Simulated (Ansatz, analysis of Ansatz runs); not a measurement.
# Substitutional B in diamond: charge-transition level against experiment

Aim: the charge-transition level of substitutional B in diamond, to be set beside the measurement. Set-up: r2SCAN, 64-site cell, r2SCAN lattice, 500 eV, k: the single point 1/4 1/4 1/4 then 2x2x2 shifted 0.5 0.5 0.5. The model is a cell of 64 host atoms with 1 C taken out and 1 B put in. The level is the Fermi energy at which two charge states have equal formation energy, after a correction for the images of the charge. A meta-GGA costs about twice a GGA and mends lattice constants and part of the gap.

Measured beforehand: (0/-1) level above the valence-band top: 0.368 eV, by acceptor ionization energy (cited; method not stated) (quoted in “Phosphorescence and donor-acceptor pair recombination in laboratory-grown diamonds”, 2023, Jiahui Zhao et al., quoting earlier work (1993)).

Calculated with Ansatz 0.2.0; plane-wave PAW DFT, r2SCAN; relaxation of all atoms of a defect supercell.

## Step 1: The structure

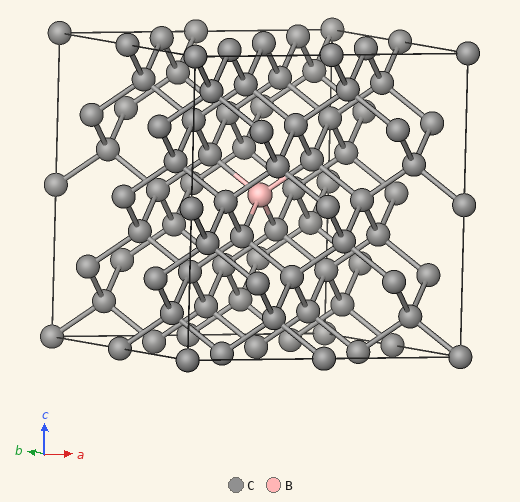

The starting structure, seen slightly off an axis (carbon grey, boron pink). Bonds to atoms that aren't drawn are left out. Some periodic images of atoms are drawn too.

The cell holds 64 atoms: 63 C and 1 B. Its edges and angles: a = 7.121 Å, b = 7.121 Å, c = 7.121 Å, α = 90.0°, β = 90.0°, γ = 90.0°. It derives from C (space group Fd-3m). Nearest the centre at fractional (0.375, 0.375, 0.375): B8 at 0.00 Å, C27 at 1.54 Å, C49 at 1.54 Å, C42 at 1.54 Å, C4 at 1.54 Å, C53 at 2.52 Å, C46 at 2.52 Å, C31 at 2.52 Å.

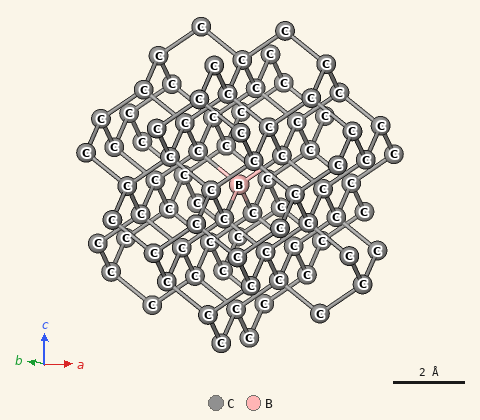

The atoms within 5 Å of the centre.

The host's primitive cell comes from a first run (plane-wave PAW DFT, r2SCAN; relaxation of the host's cell and atoms): vectors of 2.517, 2.517 and 2.517 Å. That is 5.64 Å³ an atom, 0.5 % under the diffraction cell's volume. The supercell is built on it.

## Step 2: Relaxation, charge 0

Every later number rests on the structure around the defect, so the atoms are relaxed at the host's lattice first.

Input file relax0/input.yaml:

```yaml
relax:
  f_tol: 0.02
  max_steps: 80
  random_displacement: { amplitude: 0.05, seed: 252 }
crystal:
  lattice:
    - [7.12053983, 0.0, 0.0]
    - [0.0, 7.12053983, 0.0]
    - [0.0, 0.0, 7.12053983]
  atoms:
    - { symbol: C, position: [0.0, 0.0, 0.25] }
    - { symbol: C, position: [0.0, 0.25, 0.0] }
    - { symbol: C, position: [0.25, 0.0, 0.0] }
    - { symbol: C, position: [0.25, 0.25, 0.25] }
    - { symbol: C, position: [0.125, 0.125, 0.375] }
    - { symbol: C, position: [0.125, 0.375, 0.125] }
    - { symbol: C, position: [0.375, 0.125, 0.125] }
    - { symbol: B, position: [0.375, 0.375, 0.375] }
    - { symbol: C, position: [0.0, 0.0, 0.75] }
    - { symbol: C, position: [0.0, 0.25, 0.5] }
    - { symbol: C, position: [0.25, 0.0, 0.5] }
    - { symbol: C, position: [0.25, 0.25, 0.75] }
    - { symbol: C, position: [0.125, 0.125, 0.875] }
    - { symbol: C, position: [0.125, 0.375, 0.625] }
    - { symbol: C, position: [0.375, 0.125, 0.625] }
    - { symbol: C, position: [0.375, 0.375, 0.875] }
    - { symbol: C, position: [0.0, 0.5, 0.25] }
    - { symbol: C, position: [0.0, 0.75, 0.0] }
    - { symbol: C, position: [0.25, 0.5, 0.0] }
    - { symbol: C, position: [0.25, 0.75, 0.25] }
    - { symbol: C, position: [0.125, 0.625, 0.375] }
    - { symbol: C, position: [0.125, 0.875, 0.125] }
    - { symbol: C, position: [0.375, 0.625, 0.125] }
    - { symbol: C, position: [0.375, 0.875, 0.375] }
    - { symbol: C, position: [0.0, 0.5, 0.75] }
    - { symbol: C, position: [0.0, 0.75, 0.5] }
    - { symbol: C, position: [0.25, 0.5, 0.5] }
    - { symbol: C, position: [0.25, 0.75, 0.75] }
    - { symbol: C, position: [0.125, 0.625, 0.875] }
    - { symbol: C, position: [0.125, 0.875, 0.625] }
    - { symbol: C, position: [0.375, 0.625, 0.625] }
    - { symbol: C, position: [0.375, 0.875, 0.875] }
    - { symbol: C, position: [0.5, 0.0, 0.25] }
    - { symbol: C, position: [0.5, 0.25, 0.0] }
    - { symbol: C, position: [0.75, 0.0, 0.0] }
    - { symbol: C, position: [0.75, 0.25, 0.25] }
    - { symbol: C, position: [0.625, 0.125, 0.375] }
    - { symbol: C, position: [0.625, 0.375, 0.125] }
    - { symbol: C, position: [0.875, 0.125, 0.125] }
    - { symbol: C, position: [0.875, 0.375, 0.375] }
    - { symbol: C, position: [0.5, 0.0, 0.75] }
    - { symbol: C, position: [0.5, 0.25, 0.5] }
    - { symbol: C, position: [0.75, 0.0, 0.5] }
    - { symbol: C, position: [0.75, 0.25, 0.75] }
    - { symbol: C, position: [0.625, 0.125, 0.875] }
    - { symbol: C, position: [0.625, 0.375, 0.625] }
    - { symbol: C, position: [0.875, 0.125, 0.625] }
    - { symbol: C, position: [0.875, 0.375, 0.875] }
    - { symbol: C, position: [0.5, 0.5, 0.25] }
    - { symbol: C, position: [0.5, 0.75, 0.0] }
    - { symbol: C, position: [0.75, 0.5, 0.0] }
    - { symbol: C, position: [0.75, 0.75, 0.25] }
    - { symbol: C, position: [0.625, 0.625, 0.375] }
    - { symbol: C, position: [0.625, 0.875, 0.125] }
    - { symbol: C, position: [0.875, 0.625, 0.125] }
    - { symbol: C, position: [0.875, 0.875, 0.375] }
    - { symbol: C, position: [0.5, 0.5, 0.75] }
    - { symbol: C, position: [0.5, 0.75, 0.5] }
    - { symbol: C, position: [0.75, 0.5, 0.5] }
    - { symbol: C, position: [0.75, 0.75, 0.75] }
    - { symbol: C, position: [0.625, 0.625, 0.875] }
    - { symbol: C, position: [0.625, 0.875, 0.625] }
    - { symbol: C, position: [0.875, 0.625, 0.625] }
    - { symbol: C, position: [0.875, 0.875, 0.875] }
  host:
    repeats: [2, 2, 2]
    atoms:
      - { symbol: C, position: [0.0, 0.0, 0.5] }
      - { symbol: C, position: [0.0, 0.5, 0.0] }
      # ... 6 more atoms of the perfect host
basis:
  ecutwfc: 500
  xc_grid: 2
hamiltonian:
  xc: r2scan
kpoints:
  mp_grid: { grid: [1, 1, 1], shift: [0.25, 0.25, 0.25] }
magnetization:
  spin_polarized: true
  initial_magnetization: 1
  spin_locking: { lock_magnetization: hard }
scf:
  occupations: { method: fermi_dirac, width: 0.01 }
  max_iter: 120
output:
  forces: true
  charged_corrections:
    epsilon: 5.88
    static_epsilon: 5.88
    defect_position: [0.375, 0.375, 0.375]
checkpoint:
  write: "../relax0.run"
  compress: false
  write_wavefunctions: true
  write_every: 100000
```

The run is started by

```sh
ansatz run input.yaml --threads 2 --pin off --max-ram 3768MiB --backend cpu --events-out ev --progress --plain --runs-dir out
```

Numbers of over 12 decimals in the logs are rounded to 6 here.

Output:

```text
[... repeated set-up lines and file paths are left out, and long positions are rounded to six places ...]
Warning: This run holds its total moment fixed (magnetization.spin_locking.lock_magnetization: hard) and mixes its density by anderson or broyden (scf.mixing.algorithm, typed or taken by auto). [...]
Engine: ansatz 0.2.0, x86_64-unknown-linux-gnu
Pseudopotentials: kind: paw
Pseudopotential: C, paw, valence charge 4, recommended cutoff 500 eV (meta_gga), C.paw.azcp
Pseudopotential: B, paw, valence charge 3, recommended cutoff 500 eV (meta_gga), B.paw.azcp
Functional definition: r2SCAN
  parameter k0 = 0.174
  parameter k1 = 0.065
  parameter a1 = 4.9479
  exchange = r2scan_x(k0 = k0, k1 = k1, a1 = a1)
  correlation = r2scan_c
Crystal: 64 atoms, lattice volume = 361.026 Å³
Basis set: ecut = 500 eV, 9093 PW (Γ), exchange–correlation on 108×108×108 points (8 copies of the dense FFT grid, shifted against one another)
Bands: 192, of which v1, the nominal top of the filled ones, is band 128 counted from 1 (127 counted from 0)
Symmetry: 1 space group operations
k-points: 1
Non-local potential: C, projectors of the file, l = 0: 2, l = 1: 2, l = 2: 1
Non-local potential: B, projectors of the file, l = 0: 2, l = 1: 2, l = 2: 1
PAW form: soft (Blöchl's): semilocal exchange-correlation on the pseudo side does not see the compensation charge
PAW frozen core: C, regenerated for the run's functional (the file was generated under x = pbe(κ = 0.804, μ = 0.219515), c = pbe(β = 0.066725))
PAW frozen core: B, regenerated for the run's functional (the file was generated under x = pbe(κ = 0.804, μ = 0.219515), c = pbe(β = 0.066725))
PAW one-centre angular grid: C, 302 points (default); XC on 239 of its mesh's 2573 points in the sphere
PAW one-centre angular grid: B, 302 points (default); XC on 160 Gauss nodes
Initial density: superposition of atomic densities (chi_scale 0.1, normalization cell, long waves kept (reshape's long-wave potential 0.12 eV rms))
Starting moments: Σ|m| = 1 μB on 64 of 64 sites
Initial wavefunctions: pseudopotential atomic-orbital guess
Functional: x = r2scan, c = r2scan; τ floored in thin density (d = 2e-4 eV/Å³)
SCF iter   1: F=—  HF=-16006.128277 eV  |F-HF|=—  |Δ(HF+E_count)|=         —  Δρ=7.03e-2 (↑7.03e-2 ↓6.91e-2)  dr2=5.41e1  dr2_τ=3.84e0  dr2_m=1.29e-2  M=1.000 μB ∫|m|=1.001 μB  β_m=1.20  ethr=3.10e-3  ⟨swp⟩=6.0  Hψ=1676  notcnv=0  defer=28
preconditioner: auto → Resta (q_TF=auto, 2.575 Å⁻¹)  ε∞=4.0  [insulator: Δε(μ)=0.218 eV  Ē_g=17.994 eV  σ=0.010 eV  W_gap=1.00  n_scr=92 (ndim 8)  ℏωp=31.2 eV  f_vac=0.000  D(μ)=0.00/eV (n_scr^D=0)  ε∞_Penn≈4.0]
spin=Collinear: Resta preconditioning applied to the charge; magnetization (m = ρ↑ − ρ↓) channel mixes plain (no charge-response kernel on spin).
SCF iter   2: F=—  HF=-16002.674951 eV  |F-HF|=—  |Δ(HF+E_count)|=    3.45e0  Δρ=5.11e-2 (↑5.11e-2 ↓5.10e-2)  dr2=2.84e1  dr2_τ=1.34e-1  dr2_m=8.52e-4  M=1.000 μB ∫|m|=1.103 μB  β_m=1.20  ethr=3.10e-3  ⟨swp⟩=3.0  Hψ=710  notcnv=0  defer=116  κ⁻¹=1.0e0(r=1)
SCF iter   3: F=—  HF=-15999.690431 eV  |F-HF|=—  |Δ(HF+E_count)|=    2.98e0  Δρ=2.16e-2 (↑2.14e-2 ↓2.16e-2)  dr2=4.99e0  dr2_τ=2.58e-2  dr2_m=1.65e-3  M=1.000 μB ∫|m|=1.135 μB  β_m=1.20  ethr=3.10e-3  ⟨swp⟩=3.0  Hψ=478  notcnv=0  defer=116  κ⁻¹=1.7e-1(r=2)
SCF iter   4: F=—  HF=-15999.075321 eV  |F-HF|=—  |Δ(HF+E_count)|=   6.15e-1  Δρ=5.86e-3 (↑5.86e-3 ↓5.85e-3)  dr2=5.28e-1  dr2_τ=3.74e-3  dr2_m=1.22e-4  M=1.000 μB ∫|m|=1.125 μB  β_m=1.20  ethr=1.96e-3  ⟨swp⟩=3.5  Hψ=716  notcnv=0  defer=113  κ⁻¹=5.1e-3(r=3)
SCF iter   5: F=—  HF=-15999.156452 eV  |F-HF|=—  |Δ(HF+E_count)|=   8.11e-2  Δρ=2.44e-3 (↑1.82e-3 ↓2.44e-3)  dr2=5.45e-2  dr2_τ=8.34e-4  dr2_m=2.69e-3  M=1.000 μB ∫|m|=1.112 μB  β_m=1.20  ethr=2.07e-4  ⟨swp⟩=3.0  Hψ=496  notcnv=0  defer=113  κ⁻¹=3.0e-4(r=4)
SCF iter   6: F=—  HF=-15999.150508 eV  |F-HF|=—  |Δ(HF+E_count)|=   5.94e-3  Δρ=1.67e-3 (↑1.66e-3 ↓1.67e-3)  dr2=1.49e-2  dr2_τ=3.83e-4  dr2_m=2.96e-5  M=1.000 μB ∫|m|=1.116 μB  β_m=1.20  ethr=2.14e-5  ⟨swp⟩=3.0  Hψ=491  notcnv=0  defer=113  κ⁻¹=1.6e-4(r=5)
SCF iter   7: F=—  HF=-15999.168831 eV  |F-HF|=—  |Δ(HF+E_count)|=   1.83e-2  Δρ=6.32e-4 (↑6.14e-4 ↓6.32e-4)  dr2=2.05e-3  dr2_τ=6.59e-5  dr2_m=2.58e-5  M=1.000 μB ∫|m|=1.113 μB  β_m=1.20  ethr=5.86e-6  ⟨swp⟩=2.5  Hψ=536  notcnv=0  defer=113  κ⁻¹=6.0e-5(r=6)
SCF iter   8: F=—  HF=-15999.171237 eV  |F-HF|=—  |Δ(HF+E_count)|=   2.41e-3  Δρ=2.16e-4 (↑1.94e-4 ↓2.16e-4)  dr2=3.14e-4  dr2_τ=5.90e-6  dr2_m=9.97e-6  M=1.000 μB ∫|m|=1.114 μB  β_m=1.20  ethr=8.05e-7  ⟨swp⟩=3.0  Hψ=655  notcnv=0  defer=113  κ⁻¹=8.1e-6(r=7)
SCF iter   9: F=—  HF=-15999.171324 eV  |F-HF|=—  |Δ(HF+E_count)|=   8.71e-5  Δρ=6.86e-5 (↑6.86e-5 ↓6.37e-5)  dr2=3.82e-5  dr2_τ=6.08e-7  dr2_m=8.34e-7  M=1.000 μB ∫|m|=1.115 μB  β_m=1.20  ethr=1.23e-7  ⟨swp⟩=2.0  Hψ=489  notcnv=0  defer=113  κ⁻¹=1.8e-6(r=8)
SCF iter  10: F=—  HF=-15999.171347 eV  |F-HF|=—  |Δ(HF+E_count)|=   2.35e-5  Δρ=1.86e-5 (↑1.80e-5 ↓1.86e-5)  dr2=2.30e-6  dr2_τ=5.11e-8  dr2_m=2.00e-7  M=1.000 μB ∫|m|=1.114 μB  β_m=1.20  ethr=3.92e-9  ⟨swp⟩=4.0  Hψ=951  notcnv=0  κ⁻¹=2.8e-7(r=8)
SCF iter  11: F=-15999.171365 eV  HF=-15999.171359 eV  |F-HF|=6.29e-6  |Δ(HF+E_count)|=   1.14e-5  Δρ=1.06e-5 (↑1.03e-5 ↓1.06e-5)  dr2=9.34e-7  dr2_τ=1.10e-8  dr2_m=1.18e-8  M=1.000 μB ∫|m|=1.114 μB  ethr=9.02e-10  ⟨swp⟩=3.0  Hψ=849  notcnv=0
SCF 1 converged in 11 iterations: F = -15999.171365 eV  dr2 = 9.34e-7
  greatest PAW one-centre occupation: 0.677 electrons in one spin orbital (limit 2), on the C atom at site 48 (counted from 0), in its partial waves of l = 0
relax step   1: F+E_penalty+E_count = -15999.17136496 eV  Δ(F+E_penalty+E_count) = +0.000e0 eV  max|allowed force component| = 3.550e0 eV/Å  Δτ_max = 0.0000 Å  (11 SCF iters, dr2 threshold 1.00e-5 eV, accepted)
[... the SCF cycles and remarks between the steps are left out from here to the last step ...]
relax step   2: F+E_penalty+E_count = -16002.50510459 eV  Δ(F+E_penalty+E_count) = -3.334e0 eV  max|allowed force component| = 1.721e0 eV/Å  Δτ_max = 0.0660 Å  (8 SCF iters, dr2 threshold 1.00e-4 eV, accepted)
relax step   3: F+E_penalty+E_count = -16003.10567369 eV  Δ(F+E_penalty+E_count) = -6.006e-1 eV  max|allowed force component| = 1.247e0 eV/Å  Δτ_max = 0.0445 Å  (7 SCF iters, dr2 threshold 1.00e-4 eV, accepted)
relax step   4: F+E_penalty+E_count = -16003.14815109 eV  Δ(F+E_penalty+E_count) = -4.248e-2 eV  max|allowed force component| = 2.607e-1 eV/Å  Δτ_max = 0.0279 Å  (6 SCF iters, dr2 threshold 1.00e-4 eV, accepted)
relax step   5: F+E_penalty+E_count = -16003.15069787 eV  Δ(F+E_penalty+E_count) = -2.547e-3 eV  max|allowed force component| = 6.810e-2 eV/Å  Δτ_max = 0.0065 Å  (6 SCF iters, dr2 threshold 4.25e-6 eV, accepted)
relax step   6: F+E_penalty+E_count = -16003.15127968 eV  Δ(F+E_penalty+E_count) = -5.818e-4 eV  max|allowed force component| = 5.258e-2 eV/Å  Δτ_max = 0.0021 Å  (7 SCF iters, accepted)
relax step   7: F+E_penalty+E_count = -16003.15255646 eV  Δ(F+E_penalty+E_count) = -1.277e-3 eV  max|allowed force component| = 1.085e-1 eV/Å  Δτ_max = 0.0080 Å  (10 SCF iters, accepted)
relax step   8: F+E_penalty+E_count = -16003.15322157 eV  Δ(F+E_penalty+E_count) = -6.651e-4 eV  max|allowed force component| = 8.356e-2 eV/Å  Δτ_max = 0.0014 Å  (6 SCF iters, dr2 threshold 7.02e-6 eV, accepted)
relax step   9: F+E_penalty+E_count = -16003.15392019 eV  Δ(F+E_penalty+E_count) = -6.986e-4 eV  max|allowed force component| = 1.985e-2 eV/Å  Δτ_max = 0.0043 Å  (7 SCF iters, dr2 threshold 4.14e-6 eV, accepted)
iter 1 solved again at ethr=4.78e-11 eV; its pass at ethr=3.10e-3 eV (dr2=1.22e-7 eV) is discarded
SCF iter   1: F=—  HF=-16003.153920 eV  |F-HF|=—  |Δ(HF+E_count)|=         —  Δρ=4.20e-6 (↑4.12e-6 ↓4.20e-6)  dr2=1.22e-7  dr2_τ=8.72e-10  dr2_m=6.27e-10  M=1.000 μB ∫|m|=1.112 μB  β_m=1.20  ethr=4.78e-11  ⟨swp⟩=1.0  Hψ=1068  notcnv=0  defer=116
SCF iter   2: F=-16003.153920 eV  HF=-16003.153920 eV  |F-HF|=2.13e-8  |Δ(HF+E_count)|=   2.12e-8  Δρ=3.10e-6 (↑3.08e-6 ↓3.10e-6)  dr2=6.64e-8  dr2_τ=4.23e-10  dr2_m=5.71e-11  M=1.000 μB ∫|m|=1.112 μB  ethr=3.92e-11  ⟨swp⟩=2.0  Hψ=787  notcnv=0
SCF 10 converged in 2 iterations: F = -16003.153920 eV  dr2 = 6.64e-8
relax step  10: F+E_penalty+E_count = -16003.15392020 eV  Δ(F+E_penalty+E_count) = -1.033e-8 eV  max|allowed force component| = 1.982e-2 eV/Å  Δτ_max = 0.0000 Å  (2 SCF iters, accepted)
NSCF: frozen V_eff on 1 k-points
the band table was solved once a step of the walk had ended and its energy, with any forces and stress, was formed, with the checks that follow a solve (1857 applications of the Hamiltonian). They found nothing against the state; [...]
iter 1 solved again at ethr=2.61e-11 eV; its pass at ethr=3.10e-3 eV (dr2=6.67e-8 eV) is discarded
SCF iter   1: F=—  HF=-16003.153920 eV  |F-HF|=—  |Δ(HF+E_count)|=         —  Δρ=3.10e-6 (↑3.08e-6 ↓3.10e-6)  dr2=6.66e-8  dr2_τ=4.22e-10  dr2_m=5.29e-11  M=1.000 μB ∫|m|=1.112 μB  β_m=1.20  ethr=2.61e-11  ⟨swp⟩=1.0  Hψ=1068  notcnv=0
SCF iter   2: F=-16003.153920 eV  HF=-16003.153920 eV  |F-HF|=1.32e-8  |Δ(HF+E_count)|=   1.18e-8  Δρ=2.34e-6 (↑2.31e-6 ↓2.34e-6)  dr2=3.75e-8  dr2_τ=2.32e-10  dr2_m=1.29e-11  M=1.000 μB ∫|m|=1.112 μB  ethr=2.61e-11  ⟨swp⟩=2.5  Hψ=657  notcnv=0
SCF 11 converged in 2 iterations: F = -16003.153920 eV  dr2 = 3.75e-8
NSCF: frozen V_eff on 1 k-points
the band table was solved once a step of the walk had ended and its energy, with any forces and stress, was formed, with the checks that follow a solve (1351 applications of the Hamiltonian). They found nothing against the state; [...]
SCF converged after 2 iterations
Stability not checked: this state was not tested for a lower state beside it, because the mixer in use, unlike msr1, does not test its closes by its own steps (another_mixer; see scf.mixing.algorithm and scf.lower_state_search)
Magnetization: 1.0000 μB (128.0000 up, 127.0000 down)
Absolute magnetization: 1.1122 μB (∫|ρ↑−ρ↓|, with the PAW one-centre terms)
Spin contamination: 0.0009 ħ² per cell (⟨S²⟩ above its minimum at these occupations)
Per-site moments (μB) at R_I (Å): [(0.00501825, 0.631464), (0.00483165, 0.632967), (0.00503178, 0.631363), [... 61 left out ...]
Free energy (F): -16003.153920 eV
Harris-Foulkes:  -16003.153920 eV  (|F-HF|=1.32e-8)
Internal energy: -16003.153920 eV  (E = F + TS)
E sigma→0 (E₀):  -16003.153920 eV
Fermi energy:    13.012612 (↑ 15.737832, ↓ 12.940406) eV
--- Per-component energies (eV) ---
  E_band       = 980.559463
  E_kinetic    = 5867.660726
  E_local      = -3843.235210  (includes V_loc(G=0)·N_el)
  E_nonlocal   = 1670.746740
  E_hartree    = 851.240512
  E_xc         = -3056.404003
  E_vxc        = -4221.724685  (∫ρ·V_xc dr)
  E_paw        = -6426.585412  (= ΣΔE_a)
  E_vpaw       = -417.953036  (= ΣTr[D̂ρ^β])
  E_aug_tail   = 0.000260  (compensation charges beyond the density's cutoff)
  E_vtau       = 222.583777  (kinetic-family band-sum trace: ∫τ·v_τ [+ j·A + Jᵃ·Aᵃ] dr)
  E_ewald      = -11064.998346
  E_core_change = -1.579187  (= ΣΔE_core)
  E_smearing   = -0.000000  (= −TS)
  E_closure    = 0.000000  (closes the sum)
  Σ components = -16003.153920   (vs F -16003.153920, Δ=0.00e0)
--- Forces (eV/Å), atoms counted from 1 ---
  atom   1  C     -0.00550125     0.00239236    -0.00185568
  atom   2  C     -0.00438148    -0.00054858     0.00222548
  [... 1 atom left out ...]
  atom   4  C     -0.00401084     0.00844938     0.00771413
  [... 3 atoms left out ...]
  atom   8  B     -0.00606768    -0.01970187    -0.00737672
  [... 12 atoms left out ...]
  atom  21  C      0.00635357    -0.00833127     0.00238033
  [... 1 atom left out ...]
  atom  23  C      0.00559499    -0.00211989     0.00386562
  [... 3 atoms left out ...]
  atom  27  C     -0.01195433     0.00998498    -0.00108592
  [... 3 atoms left out ...]
  atom  31  C     -0.00045906    -0.00327890    -0.00650712
  [... 10 atoms left out ...]
  atom  42  C     -0.01523936    -0.00384538     0.00275096
  [... 3 atoms left out ...]
  atom  46  C      0.00189859     0.00119079     0.01150116
  [... 2 atoms left out ...]
  atom  49  C     -0.01159753     0.01436691    -0.00793266
  [... 3 atoms left out ...]
  atom  53  C     -0.00313962     0.00856010    -0.00114282
  [... 11 atoms left out ...]
  max |Σ_I F_I| component: 6.90e-3 eV/Å
--- Band table (eV) ---
  k-point 0 ↑: bands = ["-8.9571", "-7.8202", "-7.8080", "-7.6232", [... 184 left out ...] "23.8796", "23.9365", "23.9800", "24.1608"]
  k-point 0 ↓: bands = ["-8.9346", "-7.7932", "-7.7850", "-7.6007", [... 184 left out ...] "23.9624", "23.9708", "24.0224", "24.2285"]
--- Relaxed structure (10 steps of the walk, 10 accepted, 0 SCFs on fresh bases) ---
  F+E_penalty+E_count = -16003.15392020 eV   max|allowed force component| = 1.982e-2 eV/Å
  atoms:
    - { symbol: C, position: [-0.000744, -0.000232, 0.250214] }
    - { symbol: C, position: [-0.000844, 0.250722, -0.000794] }
    [... 1 atom left out ...]
    - { symbol: C, position: [0.246963, 0.247160, 0.247013] }
    [... 3 atoms left out ...]
    - { symbol: B, position: [0.372144, 0.377721, 0.372329] }
    [... 12 atoms left out ...]
    - { symbol: C, position: [0.123616, 0.626400, 0.374891] }
    [... 1 atom left out ...]
    - { symbol: C, position: [0.374742, 0.626341, 0.123778] }
    [... 3 atoms left out ...]
    - { symbol: C, position: [0.247144, 0.502463, 0.504532] }
    [... 3 atoms left out ...]
    - { symbol: C, position: [0.373303, 0.626433, 0.625240] }
    [... 10 atoms left out ...]
    - { symbol: C, position: [0.504762, 0.246361, 0.504738] }
    [... 3 atoms left out ...]
    - { symbol: C, position: [0.624686, 0.375079, 0.624761] }
    [... 2 atoms left out ...]
    - { symbol: C, position: [0.504531, 0.502444, 0.247229] }
    [... 3 atoms left out ...]
    - { symbol: C, position: [0.625114, 0.626394, 0.373422] }
    [... 11 atoms left out ...]
```

It took 2.5 min on 2 threads of Intel Xeon Platinum 8375C at 2.90GHz (Ice Lake), shared host; peak memory 1.4 GiB; 4.8 min of CPU time.

(Continued in part 2 of 2.)

[Logs are printed without paths, hosts, clocks, repeated set-up lines and the standing remarks that a program may print on its own settings, such as how far it seeks lower states.]

[Hosts, paths, dates, database ids (printed as entryN), source tags and the programs' standing remarks are cut or masked in the printed files.]

[For some hosts the program warned that the k-mesh of the response run may be too coarse for force constants and the static dielectric constant; such warnings are not shown here.]
